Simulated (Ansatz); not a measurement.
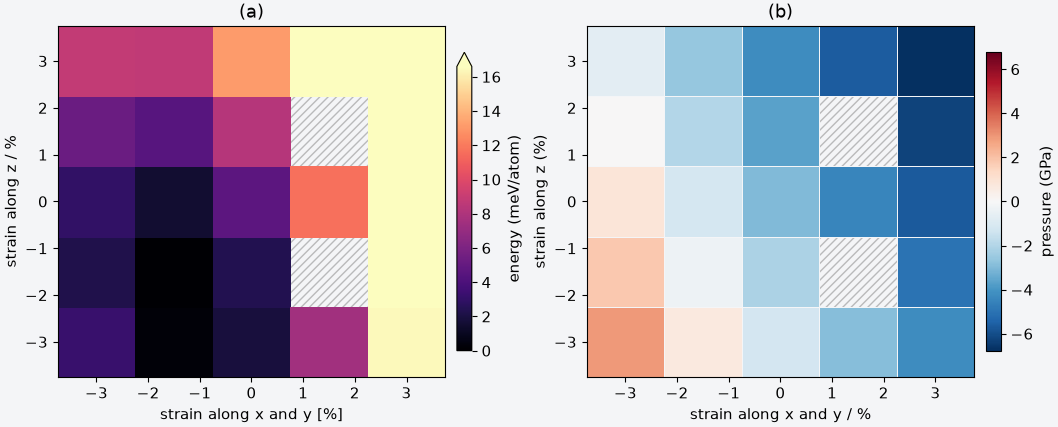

LiF (P6_3mc, No. 186; 4 atoms in the cell). The cell is strained homogeneously, by one strain along x and y and another along z, with fractional coordinates fixed (x along [1 0 0], z along [0 0 1] of the conventional cell). First axis: strain along x and y. Second axis: strain along z. Grid: 5 × 5 points. At 2 points there is no value. Energies are in meV/atom, from the lowest grid point. The reference cell is the one listed in the database, not relaxed at this level. Theory: Ansatz, DFT LDA, scalar-relativistic, plane waves, PAW. Settings: cutoff 420 eV, k-mesh 9×9×6 in the order of the run's cell vectors, gaussian smearing 0.05 eV, no spin polarisation.

Panel (a) is the energy; panel (b) is the computed pressure, in GPa.

The picture shows one coloured cell a grid point, one colour for all values above the top of the scale, hatched blanks where no value was computed.

How does the pressure vary over the map, and what is it at the lowest grid point?

It runs from −6.8 GPa at strain along x and y = 3.0 %, strain along z = 3.0 % to 2.9 GPa at strain along x and y = −3.0 %, strain along z = −3.0 %. At the lowest grid point, strain along x and y = −1.5 %, strain along z = −1.5 %, it is −0.3 GPa.
